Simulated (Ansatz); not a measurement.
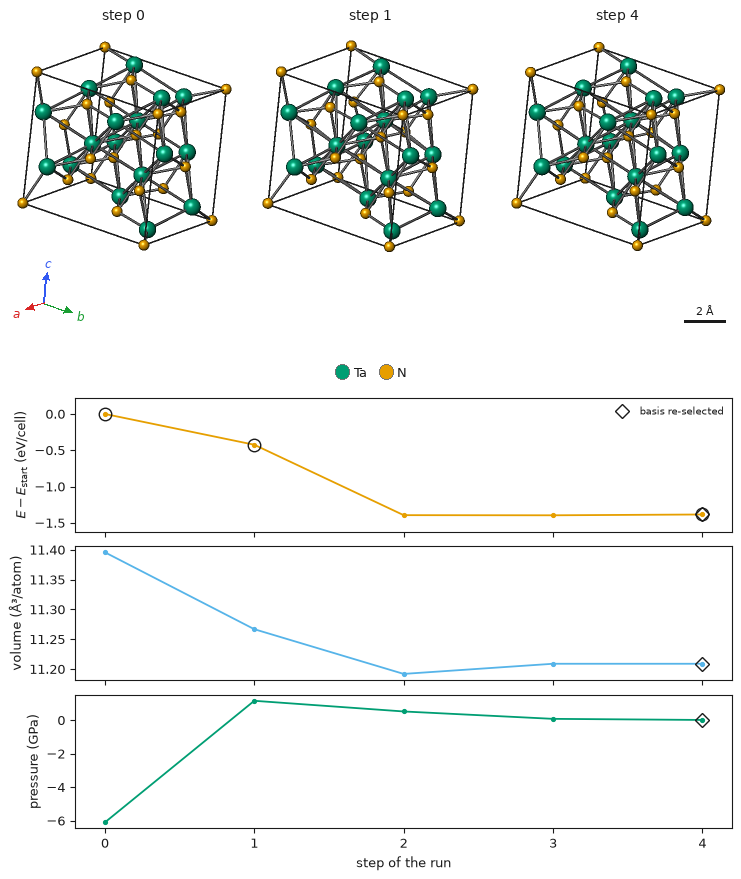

Frames of a relaxation of solid Ta$_{11}$N$_{12}$ (a generated structure, set up in P1) (coarse preliminary run), marked on the history of the run. A ball-and-stick model of the cell of the calculation, seen from a free direction.

Case: 1 of 12 Ta atoms taken out at random.

Theory: Ansatz 0.2.0, DFT PBE, scalar-relativistic, plane waves, PAW. Settings: plane-wave cutoff 420 eV; k-point mesh 2 × 2 × 2; occupations gaussian; smearing width 0.1 eV; mesh shifted by (0.5, 0.5, 0.5); no spin polarisation; cell and atoms relaxed; force threshold 0.04 eV/Å; at most 50 steps.

Describe the path.

Answer. The energy falls by 1.383 eV per cell of the calculation in 3 accepted moves (4 points after the start). Largest force component: 2.7 eV/Å at the start, 0.0096 eV/Å at the end. The pressure goes from −6.10 to 0.02 GPa. The SCF was repeated once at an unchanged geometry on a basis and grid sized afresh for the cell, which shifted the energy by 11.2 meV per cell of the calculation at most. The largest moves relative to the cell, 0.12 Å, are those of N atoms. By element the largest moves are N 0.12 Å, Ta 0.10 Å. Cell: a = c 6.574 → 6.552 Å (−0.3 %), b 6.574 → 6.553 Å (−0.3 %), α 102.0° → 102.5°, β 102.0° → 102.5°, γ 102.0° → 102.5°. Volume −1.6 %. Some distances before and after: Ta–Ta 2.913 → 3.054 Å, N–Ta 2.286 → 2.163 Å, Ta–Ta 2.902 → 3.003 Å, Ta–Ta 2.958 → 2.860 Å. Among the angles between lasting bonds that change: Ta–N–Ta 132.7° → 138.4°, Ta–N–Ta 136.7° → 131.2°, Ta–N–Ta 132.4° → 137.5°. The space group (tolerance 0.01 Å) goes from P1 (No. 1) to R32 (No. 155). From step 0 to 1: an N atom moves most (0.19 Å), volume −1.1 %, energy −0.424 eV per cell of the calculation. From step 1 to 4: Ta and N atoms move most (0.08 Å), volume −0.5 %, energy −0.960 eV per cell of the calculation.

Limits of the set-up: the k-point mesh is coarse for a cell with partly filled bands.
